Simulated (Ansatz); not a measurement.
## Geometry relaxation, with input and output: C8N (part 4 of 4)

The same run, continued: C8N (slab, 9 atoms in the cell); DFT PBEsol, scalar-relativistic, plane waves, PAW, spin-polarised (Ansatz 0.2.0); cutoff 420 eV, 12×12×1 k-mesh, Gaussian smearing of 0.05 eV, collinear spins. The structure derives from an entry of the Crystallography Open Database. The input holds or restrains some coordinates. Forces given for the steps count only the free coordinates. It belongs to a series of runs on one base structure; here: N over the place (0/4, 1/4) of the surface cell, its height relaxed.

Geometry of the input (Å; fractional positions):
```
2.4988  0.0000  0.0000
-1.2494  2.1640  0.0000
0.0000  0.0000  25.7639
C  0.3333  0.6667  0.3299
C  0.6667  0.3333  0.3502
C  0.6667  0.3333  0.4107
C  0.3333  0.6667  0.4310
C  0.3333  0.6667  0.5398
C  0.6667  0.3333  0.5404
C  0.6667  0.3333  0.6885
C  0.3333  0.6667  0.6885
N  0.3333  0.9167  0.7406
```

```
WARN: The output density's exchange-correlation potential varies sharply where the density is thin. Do not read a vacuum level from v_tot or v_xc, or from such a field of the output density. On a cell that repeats whose density bears no net charge and no dipole along the vacuum's axis use v_es (v_loc + v_h of the components); under efield.dipole_correction with no amplitude use v_es + v_field, which holds any external_charges[].barrier, or the levels of the report's work_function block, which leave it out; under a non-zero efield.amplitude the vacuum is tilted and has no level; on a cell that repeats and bears such a dipole with no correction it is tilted too, and efield.dipole_correction with no amplitude gives each side of its ramp a level where efield: is served; in a cell that repeats whose density bears a net charge (total_charge, or a fill off its count) it is curved and has none; of a slab under crystal.periodic whose density bears no net charge use v_es, which has a level on each side, short of where the two are joined; of another it falls or rises all the way out and has none; of a slab beside external_charges read slab_vacuum_level instead, which it has where they leave it neutral. The grid or the basis barely resolves most such structure, and the values can differ between equally converged runs; as a rule a tighter scf.convergence.dr2_threshold does not remove it. Where the density itself ripples (under the LDA too) a higher basis.ecutwfc lessens it. The files hold the spikes' plane waves up to the density's cutoff. Files: v_tot_of_output_density and the like, and their columns of v_z.tsv (output.write_potential); v_xc_of_output_density and the like, and their columns of v_comp_z.tsv (output.write_potential_components). Measured: with its Gaussian average of σ = 0.25 Å subtracted twice, the exchange-correlation potential is over 0.1 eV at 1149 of the grid points where the equally averaged density (valence and model cores) is under 1e-3 e/Å³, and 0.972 eV at the most among them, at an averaged density of 3.6e-7 e/Å³. The input density's (outcome.potential() and, of a run that writes arrays, v_tot and v_xc) is over 0.1 eV, so measured, at 1138 points of its own thin density, 0.939 eV at the most. See output.write_potential in the manual, Limitations
SCF converged after 9 iterations
Stability not checked: this state was not tested for a lower state beside it, because the mixer in use, unlike msr1, does not test its closes by its own steps (another_mixer; see scf.mixing.algorithm and scf.lower_state_search)
Magnetization: -0.0128 μB (18.4936 up, 18.5064 down)
Absolute magnetization: 1.3611 μB (∫|ρ↑−ρ↓|, with the PAW one-centre terms)
Spin contamination: 0.5346 ħ² per cell (⟨S²⟩ above its minimum at these occupations)
Per-site moments (μB) at R_I (Å): [(-0.272701323766912, 0.6329536511212647), (0.03484268199724362, 0.6329536511212647), (-0.037234730417110604, 0.6329536514832318), (0.2561802974009537, 0.6329536514832318), (-0.014325612242874876, 0.5951427275179203), (0.033473630902394844, 0.5951427275179203), (1.843462333217774e-5, 0.5951102397335227), (4.418865500658552e-5, 0.5951102397335227), (0.0002209795752849658, 0.6144898537690883)]
Free energy (F): -2343.035537 eV
Harris-Foulkes:  -2343.035537 eV  (|F-HF|=1.41e-10)
Internal energy: -2343.034510 eV  (E = F + TS)
E sigma→0 (E₀):  -2343.035023 eV
Entropy (-TS):   -0.001027 eV (-0.114 meV/atom)
Fermi energy:    0.990194 eV
Dipole field:    D = -0.080444 V/Å  (p = -0.061936 e·Å, saw-weighted, corrected)
Work function:   Φ+ = 7.4336 eV   Φ− = 5.3610 eV
Levels:          The Fermi level and band energies are counted from a zero that moves with the ramp; work functions are not
--- Per-component energies (eV) ---
  E_band       = -288.065213
  E_kinetic    = 848.167439
  E_local      = -24795.900625  (includes V_loc(G=0)·N_el)
  E_nonlocal   = 264.038072
  E_hartree    = 12007.484623
  E_xc         = -439.146086
  E_vxc        = -547.847829  (∫ρ·V_xc dr)
  E_paw        = -883.213867  (= ΣΔE_a)
  E_vpaw       = -71.117556  (= ΣTr[D̂ρ^β])
  E_aug_tail   = 0.000137  (compensation charges beyond the density's cutoff)
  E_efield     = 0.002491  (sawtooth field / dipole correction)
  E_vefield    = -0.373720  (∫n·V_field dr)
  E_ewald      = 10655.336404
  E_core_change = 0.196903  (= ΣΔE_core)
  E_smearing   = -0.001027  (= −TS)
  E_closure    = -0.000000  (closes the sum)
  Σ components = -2343.035537   (vs F -2343.035537, Δ=0.00e0)
--- Forces (eV/Å), atoms counted from 1 ---
  atom   1  C      0.00003299    -0.00007275     3.99956682
  atom   2  C     -0.00002366     0.00007950    -5.60321099
  atom   3  C     -0.00002268     0.00005637     5.49813736
  atom   4  C      0.00002943    -0.00001285    -3.96249156
  atom   5  C      0.00050355    -0.00118074     0.05900095
  atom   6  C      0.00042554     0.00112891     0.01664638
  atom   7  C     -1.87338031    -1.89992015    -0.44690315
  atom   8  C     -0.90495123     0.47943719     0.43699278
  atom   9  N      2.77738152     1.42048622     0.00225576
  max |Σ_I F_I| component: 5.64e-6 eV/Å
--- Band table (eV; the first three rows and the last of 148) ---
  k-point 0 ↑: bands = ["-21.8543", "-19.5371", "-18.3537", "-16.2937", "-13.2536", "-9.2591", "-6.6015", "-5.3338", "-3.8929", "-3.2790", "-2.1880", "-2.1879", "-1.9008", "-1.0488", "-1.0488", "0.6703", "0.6703", "1.2005", "2.1175", "2.4328", "4.4397", "6.3591", "7.1189", "7.5993", "7.5993", "7.7319", "8.0178", "8.2515", "8.8705"]
  k-point 1 ↑: bands = ["-21.6947", "-19.3651", "-18.1932", "-16.1306", "-13.1181", "-9.1029", "-6.4184", "-5.4237", "-4.4734", "-3.6298", "-2.8314", "-2.5156", "-1.9264", "-1.7519", "-1.3934", "-0.0376", "0.3420", "1.1809", "2.2644", "2.4903", "4.3738", "6.5599", "7.1184", "7.5778", "7.9606", "8.0915", "8.2727", "8.5864", "8.9194"]
  k-point 2 ↑: bands = ["-21.2197", "-18.8513", "-17.7134", "-15.6428", "-12.7405", "-8.6514", "-6.7129", "-5.8783", "-4.6698", "-4.4456", "-4.3748", "-3.8757", "-3.2837", "-2.1873", "-1.9837", "-1.1468", "-0.4200", "0.6451", "2.2876", "2.4424", "4.4914", "7.0557", "7.3566", "7.6400", "8.4960", "8.6173", "8.8260", "9.1941", "9.2413"]
  k-point 73 ↓: bands = ["-18.0140", "-14.3372", "-13.5916", "-13.2208", "-12.4237", "-12.1307", "-11.1994", "-9.8210", "-9.4460", "-6.8657", "-5.4600", "-5.4452", "-4.3885", "-3.9341", "-2.5782", "-1.7379", "-1.5337", "-0.5853", "0.1065", "1.4810", "2.7981", "5.2813", "6.0663", "6.5905", "7.7957", "8.9543", "9.1727", "9.8503", "10.7638"]
--- Relaxed structure (4 steps of the walk, 4 accepted, 0 SCFs on fresh bases) ---
  F+E_penalty+E_count = -2343.03553656 eV   max|allowed force component| = 2.256e-3 eV/Å
  atoms:
    - { symbol: C, position: [0.3333333333, 0.6666666667, 0.32991940149999993] }
    - { symbol: C, position: [0.6666666667, 0.3333333333, 0.35020419559999993] }
    - { symbol: C, position: [0.6666666667, 0.3333333333, 0.41066883759999995] }
    - { symbol: C, position: [0.3333333333, 0.6666666667, 0.43095363179999996] }
    - { symbol: C, position: [0.3333333333, 0.6666666667, 0.5397810204] }
    - { symbol: C, position: [0.6666666667, 0.3333333333, 0.5403661501999999] }
    - { symbol: C, position: [0.6666666667, 0.3333333333, 0.6885463835999999] }
    - { symbol: C, position: [0.3333333333, 0.6666666667, 0.6885498352] }
    - { symbol: N, position: [0.3333333332999999, 0.9166666667, 0.741040277373408] }
--- Löwdin populations: 9 sites ---
  site symbol       q [e]    m [muB]
     0      C      3.9458    -0.6615
     1      C      4.0004     0.1040
     2      C      4.0007    -0.1042
     3      C      3.9767     0.6115
     4      C      3.9593    -0.0434
     5      C      3.9667     0.0780
     6      C      3.8635    -0.0000
     7      C      3.8688     0.0001
     8      N      5.1261     0.0004
  spilling = 0.007891 (of n_electrons = 37.000000)
```

### File populations.tsv
```
# site	symbol	l	j	q_up	q_dn
# orbitals = lowdin
# n_electrons = 37.000000
# spilling = 0.007891
0	C	0_2S	-	0.483935	0.581461
0	C	1_2P	-	1.158206	1.722210
1	C	0_2S	-	0.489684	0.469607
1	C	1_2P	-	1.562519	1.478638
2	C	0_2S	-	0.469376	0.490094
2	C	1_2P	-	1.478874	1.562382
3	C	0_2S	-	0.579199	0.488633
3	C	1_2P	-	1.714903	1.193926
4	C	0_2S	-	0.458998	0.461666
4	C	1_2P	-	1.498985	1.539672
5	C	0_2S	-	0.460918	0.457054
5	C	1_2P	-	1.561461	1.487310
6	C	0_2S	-	0.449170	0.449160
6	C	1_2P	-	1.482557	1.482578
7	C	0_2S	-	0.442252	0.442236
7	C	1_2P	-	1.492170	1.492132
8	N	0_2S	-	0.885954	0.885952
8	N	1_2P	-	1.677282	1.676896
```

### Trajectory as extended XYZ (Å, eV, eV/Å), 4 frames, from step=1 to step=4
```
9
Lattice="2.4988 0.0000 0.0000 -1.2494 2.1640 0.0000 0.0000 0.0000 25.7639" Properties=species:S:1:pos:R:3:forces:R:3 step=1 energy=-2343.03459
C     0.0000    1.4427    8.5000    0.0000  -0.0001   3.9995
C     1.2494    0.7213    9.0226    0.0000   0.0001  -5.6033
C     1.2494    0.7213   10.5804    0.0000   0.0001   5.4981
C     0.0000    1.4427   11.1030    0.0000   0.0000  -3.9623
C     0.0000    1.4427   13.9068    0.0005  -0.0012   0.0587
C     1.2494    0.7213   13.9219    0.0004   0.0012   0.0164
C     1.2494    0.7213   17.7396   -1.9624  -1.9542  -0.4864
C     0.0000    1.4427   17.7397   -0.8924   0.4172   0.3356
N    -0.3124    1.9837   19.0797    2.8539   1.5370   0.1436
9
Lattice="2.4988 0.0000 0.0000 -1.2494 2.1640 0.0000 0.0000 0.0000 25.7639" Properties=species:S:1:pos:R:3:forces:R:3 step=2 energy=-2343.03486
C     0.0000    1.4427    8.5000    0.0000  -0.0001   3.9995
C     1.2494    0.7213    9.0226    0.0000   0.0001  -5.6032
C     1.2494    0.7213   10.5804    0.0000   0.0001   5.4980
C     0.0000    1.4427   11.1030    0.0000   0.0000  -3.9623
C     0.0000    1.4427   13.9068    0.0005  -0.0012   0.0587
C     1.2494    0.7213   13.9219    0.0004   0.0012   0.0164
C     1.2494    0.7213   17.7396   -1.9462  -1.9453  -0.4806
C     0.0000    1.4427   17.7397   -0.8947   0.4282   0.3515
N    -0.3124    1.9837   19.0818    2.8400   1.5171   0.1218
9
Lattice="2.4988 0.0000 0.0000 -1.2494 2.1640 0.0000 0.0000 0.0000 25.7639" Properties=species:S:1:pos:R:3:forces:R:3 step=3 energy=-2343.03552
C     0.0000    1.4427    8.5000    0.0000  -0.0001   3.9996
C     1.2494    0.7213    9.0226    0.0000   0.0001  -5.6032
C     1.2494    0.7213   10.5804    0.0000   0.0001   5.4981
C     0.0000    1.4427   11.1030    0.0000   0.0000  -3.9625
C     0.0000    1.4427   13.9068    0.0005  -0.0012   0.0590
C     1.2494    0.7213   13.9219    0.0004   0.0011   0.0167
C     1.2494    0.7213   17.7396   -1.8646  -1.8933  -0.4401
C     0.0000    1.4427   17.7397   -0.9067   0.4864   0.4525
N    -0.3124    1.9837   19.0936    2.7703   1.4069  -0.0201
9
Lattice="2.4988 0.0000 0.0000 -1.2494 2.1640 0.0000 0.0000 0.0000 25.7639" Properties=species:S:1:pos:R:3:forces:R:3 step=4 energy=-2343.03554
C     0.0000    1.4427    8.5000    0.0000  -0.0001   3.9996
C     1.2494    0.7213    9.0226    0.0000   0.0001  -5.6032
C     1.2494    0.7213   10.5804    0.0000   0.0001   5.4981
C     0.0000    1.4427   11.1030    0.0000   0.0000  -3.9625
C     0.0000    1.4427   13.9068    0.0005  -0.0012   0.0590
C     1.2494    0.7213   13.9219    0.0004   0.0011   0.0166
C     1.2494    0.7213   17.7396   -1.8734  -1.8999  -0.4469
C     0.0000    1.4427   17.7397   -0.9050   0.4794   0.4370
N    -0.3124    1.9837   19.0921    2.7774   1.4205   0.0023
```

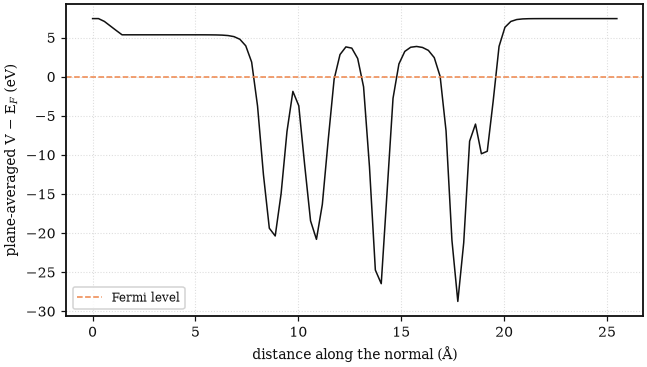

*Plane average of the electrostatic potential energy of an electron across the cell, from the Fermi level.*

The vacuum level lies 7.43 eV above the Fermi level on the upper side and 5.36 eV on the lower.

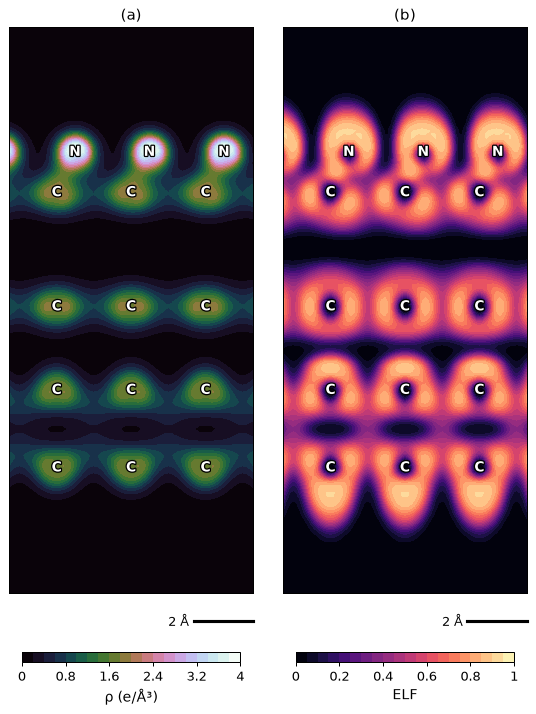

*(a) valence charge density (pseudo); (b) electron localisation function on the (100) plane of the calculation cell, a cut from vacuum to vacuum.*

The section cuts through C and N sites. C–N (1.49 Å): ρ at the midpoint is about 1.7 e/Å³; the ELF peaks at about 0.80 between the atoms, which marks a covalent bond. The density dies away to nearly zero in the vacuum. In a PAW calculation such maps are meaningful between the atoms, not at the nuclei.

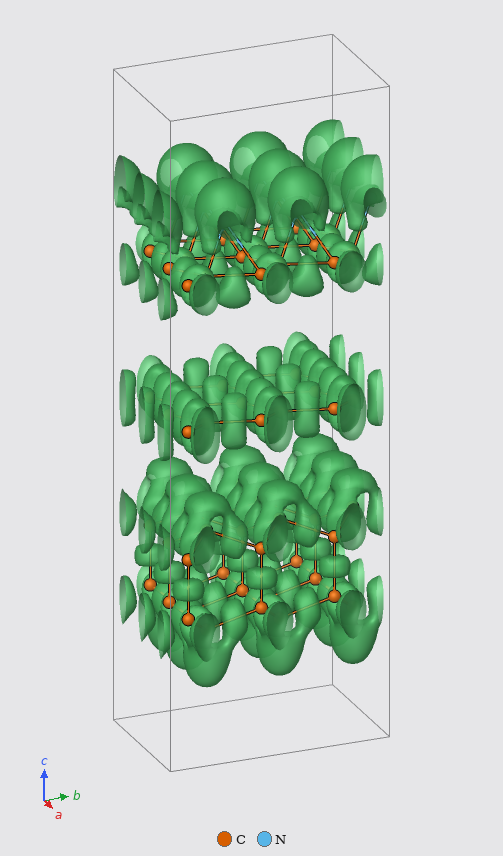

*Isosurface of the ELF at 0.75 (green), seen slightly off an axis. Core shells and regions of very low density are left out. Sticks mark near contacts.*

Values along the shortest contacts: C–N (1.49 Å): the ELF peaks at about 0.80 between the atoms (a shared electron pair).

### Summary

```csv
quantity,value
outcome,converged under the restraints of the input
electrons treated,37
free energy,−2343.0355 eV
"work function, top face",7.43 eV
"work function, bottom face",5.36 eV
Fermi energy,0.990 eV
gap on the k-point mesh,none (metallic)
net moment of the cell,−0.01 μB
integrated absolute moment,1.36 μB
final volume,139.32 Å³
work function (upper face),7.43 eV
"largest force (length of the vector) at the end, held atoms and coordinates included",5.603 eV/Å
wall time,85 s (CPU time 2.8 min)
peak memory,0.78 GiB
```

### Notes

Warnings of the run: the exchange-correlation potential is rough where the density is thin.
